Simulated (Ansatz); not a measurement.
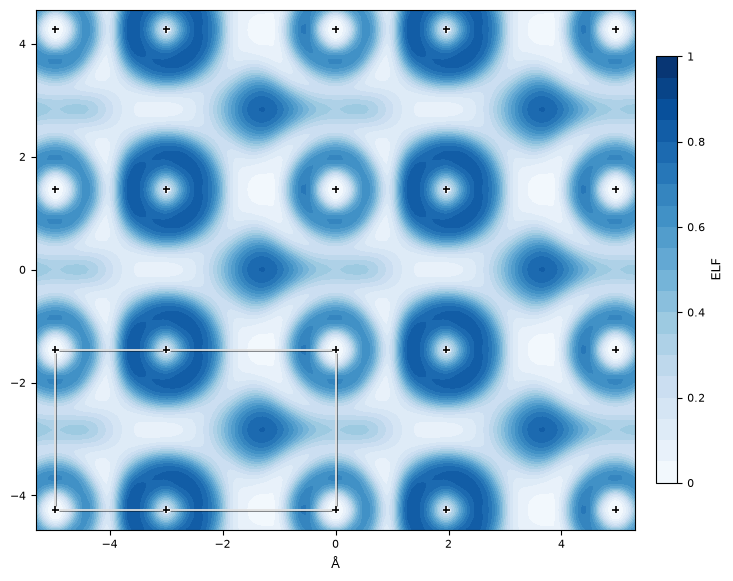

The ELF on a plane through atoms (crosses mark nuclei in the plane).

Level of theory: DFT PBEsol, scalar-relativistic, plane waves, PAW (Ansatz).

Candidates:
A. TiO, a = 4.96 Å, b = 4.96 Å, c = 2.84 Å, α = 90.00°, β = 90.00°, γ = 120.00°. Space group P-62m; a structure from a database of computed crystals, not necessarily the ambient phase; computed without spin polarisation.
B. Si₁₁W₈, a = 5.82 Å, b = 5.85 Å, c = 8.74 Å, α = 71.76°, β = 80.94°, γ = 81.46°. Space group P1; a generated structure, not necessarily the stable one.

> Which system is this?

Candidate A: TiO on the (100) plane of the conventional cell, which holds Ti and O. Ti–O (1.96 Å): the ELF peaks at about 0.85 in the valence shell of O, 0.6 Å from its nucleus, and is about 0.20 at the midpoint; no shared electron pair shows on this line. Ti–Ti (2.84 Å): the ELF is about 0.35 at the midpoint.
